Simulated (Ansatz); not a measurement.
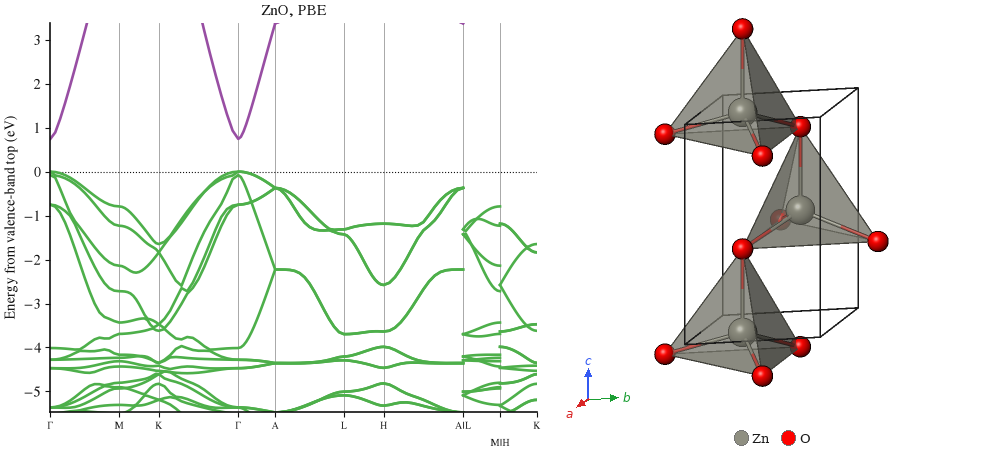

Band structure, beside the structure. Energies are counted from the top of the valence band.

System: ZnO, space group P6_3mc, 4 atoms in the cell.

Level of theory: DFT PBE, scalar-relativistic, plane waves, PAW, no spin polarisation, 9×9×6 k mesh; code Ansatz.

Question: What does the band structure say about the gap?

Answer: A semiconductor. The gap along this path is 0.74 eV and direct: both edges lie at Γ.

Question: How many bands meet at the valence-band top?

Answer: Two bands meet at the valence-band top at Γ: it is doubly degenerate (spin aside). The next level lies only 0.08 eV lower.
